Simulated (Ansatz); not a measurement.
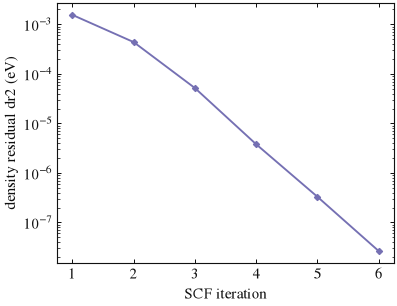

The plot shows the SCF iterations of a calculation: density residual dr2. The starting density is a sum of atomic densities corrected by a trained network.

GaP (2 atoms in the cell), run with Ansatz.

```
crystal:
  lattice:
    - [0.0, 2.7530800596, 2.7530800596]
    - [2.7530800596, 0.0, 2.7530800596]
    - [2.7530800596, 2.7530800596, 0.0]
  atoms:
    - { symbol: Ga, position: [0.0, 0.0, 0.0] }
    - { symbol: P, position: [0.75, 0.75, 0.75] }
basis:
  ecutwfc: 420
  ecutrho_ratio: 4
kpoints:
  mp_grid: { grid: [10, 9, 11] }
hamiltonian:
  xc: pbe
scf:
  occupations: { method: gaussian, width: 0.05 }
  max_iter: 50
output:
  forces: true
  stress: true
```

Run as:
```bash
ansatz run input.yaml --threads 2 --pin off --max-ram 2662MiB --backend cpu --events-out ev --progress --plain --runs-dir out
```

How did this run end?

Converged, in 6 iterations. The residual falls at every step.

Read the residual at the first and at the last step drawn.

It starts near 2 × 10⁻³ and ends near 3 × 10⁻⁸ eV.

Is anything amiss with this input?

The input holds an odd setting (a mesh that breaks the symmetry), but it does no harm here: the energy lies within 1 meV per atom of a run with usual settings.
